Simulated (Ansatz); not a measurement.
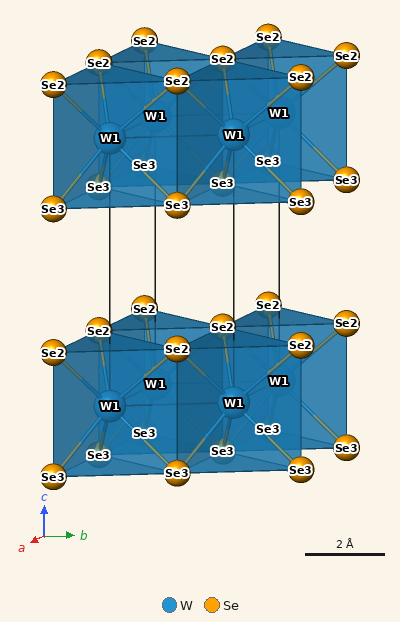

Figure 1. The structure as given in the input (polyhedral view of the cell of the calculation, seen slightly off an axis; polyhedra are completed across the faces of the cell; atoms are numbered from 1 in the order of the input).

# Two runs on WSe$_{2}$

System: WSe$_{2}$ (3 atoms in the cell).
Method of the first run: DFT, PBE, plane waves, PAW, no spin polarisation (Ansatz 0.2.0).

The structure derives from a Materials Project entry. The geometry comes from this level: r2scan-rvv10 (a point of a series of volumes). Text and figures count atoms from 1; the logs count them from 0 in places.

### Input file, the first run
```yaml
crystal:
  lattice:
    - [3.2068323731, 0.0, 0.0]
    - [-1.6034161866, 2.7771983008, 0.0]
    - [0.0, 0.0, 6.9873385565]
  atoms:
    - { symbol: W, position: [0.0, 0.0, 0.0] }
    - { symbol: Se, position: [0.3333333333, 0.6666666667, 0.2319181014] }
    - { symbol: Se, position: [0.3333333333, 0.6666666667, 0.7680818986] }
kpoints:
  mp_grid: { grid: [6, 6, 2] }
hamiltonian:
  xc: pbe
scf:
  occupations: { method: fermi_dirac, width: 0.02 }
  n_extra_bands: 4
output:
  forces: true
  stress: true
  eigenvalues: true
basis:
  ecutwfc: 260
```

Launched with:
```bash
ansatz run input.yaml --threads 2 --pin off --max-ram 3686MiB --backend cpu --events-out ev --progress --plain --runs-dir out
```

Hardware: 2 threads of Arm Neoverse V1, 24 GiB of memory available, shared host.

### Output, shortened to warnings, some set-up lines, iterations and results (the first run)
```
Warning: basis.ecutwfc = 260 eV is below the records' recommended 420 eV, and the density's cutoff is lower with it unless basis.ecutrho_ratio is high enough to keep the records' density cutoff: compare with a run at a higher cutoff
Basis set: ecut = 260 eV, 601 PW (Γ), exchange–correlation on 36×36×80 points (8 copies of the dense FFT grid, shifted against one another)
Symmetry: 12 space group operations
k-points: 14 of 72 (time reversal used)
Initial density: superposition of atomic densities (neutral atoms: chi_scale 0, normalization atom), corrected by the library's trained network
[...]
SCF iter   1: F=—  HF=-21323.545433 eV  |F-HF|=—  |Δ(HF+E_count)|=         —  Δρ=9.12e-3  dr2=2.10e-2  ethr=1.77e-3  ⟨swp⟩=6.3  Hψ=1732  notcnv=0
SCF iter   2: F=—  HF=-21323.503807 eV  |F-HF|=—  |Δ(HF+E_count)|=   4.16e-2  Δρ=5.24e-3  dr2=9.26e-3  ethr=4.56e-5  ⟨swp⟩=2.1  Hψ=856  notcnv=0
SCF iter   3: F=—  HF=-21323.501772 eV  |F-HF|=—  |Δ(HF+E_count)|=   2.04e-3  Δρ=2.04e-3  dr2=3.07e-3  ethr=2.01e-5  ⟨swp⟩=2.1  Hψ=756  notcnv=0
SCF iter   4: F=—  HF=-21323.501366 eV  |F-HF|=—  |Δ(HF+E_count)|=   4.06e-4  Δρ=7.14e-4  dr2=3.91e-4  ethr=6.66e-6  ⟨swp⟩=2.0  Hψ=482  notcnv=0
SCF iter   5: F=—  HF=-21323.501312 eV  |F-HF|=—  |Δ(HF+E_count)|=   5.46e-5  Δρ=1.74e-4  dr2=4.57e-5  ethr=8.50e-7  ⟨swp⟩=2.0  Hψ=489  notcnv=0
SCF iter   6: F=—  HF=-21323.501269 eV  |F-HF|=—  |Δ(HF+E_count)|=   4.32e-5  Δρ=5.42e-5  dr2=3.09e-6  ethr=9.93e-8  ⟨swp⟩=2.0  Hψ=502  notcnv=0
SCF iter   7: F=-21323.501274 eV  HF=-21323.501274 eV  |F-HF|=3.13e-7  |Δ(HF+E_count)|=   5.47e-6  Δρ=9.97e-6  dr2=8.31e-8  ethr=2.17e-10  ⟨swp⟩=4.9  Hψ=1736  notcnv=0
SCF 1 converged in 7 iterations: F = -21323.501274 eV  dr2 = 8.31e-8
SCF converged after 7 iterations
Free energy (F): -21323.501274 eV
Harris-Foulkes:  -21323.501274 eV  (|F-HF|=3.13e-7)
Internal energy: -21323.501274 eV  (E = F + TS)
E sigma→0 (E₀):  -21323.501274 eV
Fermi energy:    12.999499 eV
--- Per-component energies (eV) ---
  E_band       = -877.055120
  E_kinetic    = 698.014306
  E_local      = -6686.231359  (includes V_loc(G=0)·N_el)
  E_nonlocal   = -1177.388100
  E_hartree    = 3222.792104
  E_xc         = -479.718378
  E_vxc        = -440.989147  (∫ρ·V_xc dr)
  E_paw        = -12397.915352  (= ΣΔE_a)
  E_vpaw       = 283.974801  (= ΣTr[D̂ρ^β])
  E_aug_tail   = -0.015363  (compensation charges beyond the density's cutoff)
  E_ewald      = -4503.039133
  E_smearing   = -0.000000  (= −TS)
  E_closure    = 0.000000  (closes the sum)
  Σ components = -21323.501274   (vs F -21323.501274, Δ=0.00e0)
--- Forces (eV/Å), atoms counted from 1 ---
  atom   1  W     -0.00000000     0.00000000     0.00000000
  atom   2  Se    -0.00000000    -0.00000000     1.87074082
  atom   3  Se     0.00000000    -0.00000000    -1.87074082
  max |Σ_I F_I| component: 1.39e-17 eV/Å
--- Stress (GPa, compression-positive) ---
       14.704493       0.000000      -0.000000
        0.000000      14.704493       0.000000
       -0.000000       0.000000      18.385791
  P = ⅓ Tr σ = 15.9316 GPa (159.316 kbar)
```

For the second run the input was changed thus:
```diff
-    - [3.2068323731, 0.0, 0.0]
-    - [-1.6034161866, 2.7771983008, 0.0]
-    - [0.0, 0.0, 6.9873385565]
+    - [3.4241516526, 0.0, 0.0]
+    - [-1.7120758263, 2.9654023175, 0.0]
+    - [0.0, 0.0, 7.4608536031]
```

How does the second run compare with the first run?

With the same functional and potentials, the second run lies 39.0 meV per atom lower. The gap on the mesh goes from 1.39 to 1.29 eV. The pressure goes from 15.93 to −8.45 GPa. The largest force goes from 1.871 to 1.331 eV/Å. The volume per atom goes from 20.74 to 25.25 Å³. The SCF takes 8 iterations against 7. The plane waves at Γ go from 601 to 733.

### Output, shortened to warnings, some set-up lines, iterations and results (the second run)
```
Warning: basis.ecutwfc = 260 eV is below the records' recommended 420 eV, and the density's cutoff is lower with it unless basis.ecutrho_ratio is high enough to keep the records' density cutoff: compare with a run at a higher cutoff
Basis set: ecut = 260 eV, 733 PW (Γ), exchange–correlation on 40×40×80 points (8 copies of the dense FFT grid, shifted against one another)
Symmetry: 12 space group operations
k-points: 14 of 72 (time reversal used)
Initial density: superposition of atomic densities (neutral atoms: chi_scale 0, normalization atom), corrected by the library's trained network
[...]
SCF iter   1: F=—  HF=-21323.665777 eV  |F-HF|=—  |Δ(HF+E_count)|=         —  Δρ=8.37e-3  dr2=1.74e-2  ethr=1.77e-3  ⟨swp⟩=6.3  Hψ=1703  notcnv=0
SCF iter   2: F=—  HF=-21323.620587 eV  |F-HF|=—  |Δ(HF+E_count)|=   4.52e-2  Δρ=4.70e-3  dr2=8.22e-3  ethr=3.79e-5  ⟨swp⟩=2.0  Hψ=868  notcnv=0
SCF iter   3: F=—  HF=-21323.618850 eV  |F-HF|=—  |Δ(HF+E_count)|=   1.74e-3  Δρ=1.91e-3  dr2=3.40e-3  ethr=1.79e-5  ⟨swp⟩=2.0  Hψ=756  notcnv=0
SCF iter   4: F=—  HF=-21323.618502 eV  |F-HF|=—  |Δ(HF+E_count)|=   3.48e-4  Δρ=7.54e-4  dr2=4.84e-4  ethr=7.40e-6  ⟨swp⟩=2.0  Hψ=486  notcnv=0
SCF iter   5: F=—  HF=-21323.618418 eV  |F-HF|=—  |Δ(HF+E_count)|=   8.45e-5  Δρ=1.59e-4  dr2=4.75e-5  ethr=1.05e-6  ⟨swp⟩=2.0  Hψ=484  notcnv=0
SCF iter   6: F=—  HF=-21323.618338 eV  |F-HF|=—  |Δ(HF+E_count)|=   7.95e-5  Δρ=4.13e-5  dr2=4.57e-6  ethr=1.03e-7  ⟨swp⟩=2.0  Hψ=503  notcnv=0
SCF iter   7: F=—  HF=-21323.618342 eV  |F-HF|=—  |Δ(HF+E_count)|=   3.50e-6  Δρ=9.07e-6  dr2=1.13e-7  ethr=9.94e-9  ⟨swp⟩=2.0  Hψ=486  notcnv=0
SCF iter   8: F=-21323.618342 eV  HF=-21323.618342 eV  |F-HF|=3.17e-8  |Δ(HF+E_count)|=   4.96e-7  Δρ=2.29e-6  dr2=5.04e-9  ethr=2.17e-10  ⟨swp⟩=5.4  Hψ=1368  notcnv=0
SCF 1 converged in 8 iterations: F = -21323.618342 eV  dr2 = 5.04e-9
SCF converged after 8 iterations
Free energy (F): -21323.618342 eV
Harris-Foulkes:  -21323.618342 eV  (|F-HF|=3.17e-8)
Internal energy: -21323.618342 eV  (E = F + TS)
E sigma→0 (E₀):  -21323.618342 eV
Fermi energy:    9.846740 eV
--- Per-component energies (eV) ---
  E_band       = -1009.965110
  E_kinetic    = 681.522042
  E_local      = -7115.136438  (includes V_loc(G=0)·N_el)
  E_nonlocal   = -1176.144616
  E_hartree    = 3375.521967
  E_xc         = -473.028398
  E_vxc        = -432.112048  (∫ρ·V_xc dr)
  E_paw        = -12399.088276  (= ΣΔE_a)
  E_vpaw       = 280.880815  (= ΣTr[D̂ρ^β])
  E_aug_tail   = -0.018094  (compensation charges beyond the density's cutoff)
  E_ewald      = -4217.246528
  E_smearing   = -0.000000  (= −TS)
  E_closure    = -0.000000  (closes the sum)
  Σ components = -21323.618342   (vs F -21323.618342, Δ=0.00e0)
--- Forces (eV/Å), atoms counted from 1 ---
  atom   1  W      0.00000000    -0.00000000     0.00000000
  atom   2  Se     0.00000000     0.00000000    -1.33143498
  atom   3  Se     0.00000000     0.00000000     1.33143498
  max |Σ_I F_I| component: 4.05e-18 eV/Å
--- Stress (GPa, compression-positive) ---
       -8.187288      -0.000000       0.000000
        0.000000      -8.187288       0.000000
        0.000000       0.000000      -8.986443
  P = ⅓ Tr σ = -8.4537 GPa (-84.537 kbar)
```

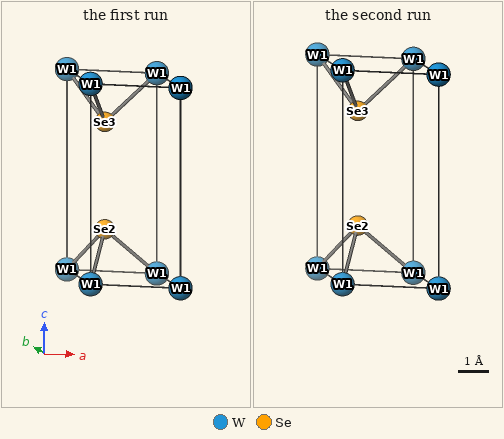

Figure 2. The two input geometries at one scale (ball-and-stick view of the cell of the calculation, seen slightly off an axis). No atom moves by more than 0.005 Å relative to the cell. The volume changes by +21.7 %, with a = b 3.207 → 3.424 Å (+6.8 %), c 6.987 → 7.461 Å (+6.8 %). Among the contacts that change: W1–Se2 2.460 → 2.627 Å.

### The two runs side by side

```csv
quantity,the first run,the second run
outcome,converged,converged
free energy per atom (eV),−7107.8338,−7107.8728
gap on the mesh (eV),1.39,1.29
pressure (GPa),15.93,−8.45
volume per atom (Å³),20.74,25.25
largest force (eV/Å),1.871,1.331
SCF iterations,7,8
irreducible k-points,14,14
plane waves at Γ,601,733
wall time (shared host),0.78 s,0.86 s
```

For both runs: Warnings: the cutoff is below the recommended one. Spin–orbit coupling is left out, which matters for W.
